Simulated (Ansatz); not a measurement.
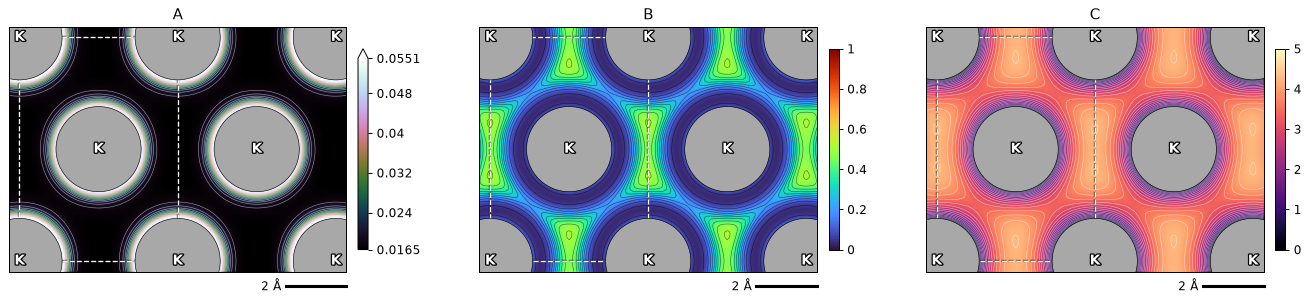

K: 3 fields on the (011) plane of the conventional cell, with unlabelled colour scales. Grey discs cover the atomic cores.

Space group Im-3m; computed without spin polarisation.

Method: DFT, PBEsol, PAW with Ansatz's default frozen-core files, scalar-relativistic in Ansatz 0.2.0.

```cif
data_structure
_symmetry_space_group_name_H-M 'P 1'
_symmetry_Int_Tables_number 1
_cell_length_a 5.2009
_cell_length_b 5.2009
_cell_length_c 5.2009
_cell_angle_alpha 90.000
_cell_angle_beta 90.000
_cell_angle_gamma 90.000
_cell_volume 140.68
loop_
_atom_site_label
_atom_site_type_symbol
_atom_site_fract_x
_atom_site_fract_y
_atom_site_fract_z
_atom_site_occupancy
K1 K 0.00000 0.00000 0.00000 1
K2 K 0.50000 0.50000 0.50000 1
```

Match the panels to the quantities (electron localisation function, electrostatic potential energy of an electron and valence pseudo-density).

Answer. Panel A: valence pseudo-density. Panel B: electron localisation function. Panel C: electrostatic potential energy of an electron (low next to the atoms, rising into the space between them). From the grid: K–K (4.50 Å): ρ at the midpoint is about 0.02 e/Å³; the ELF is about 0.20 at the midpoint: no shared electron pair shows on this line.
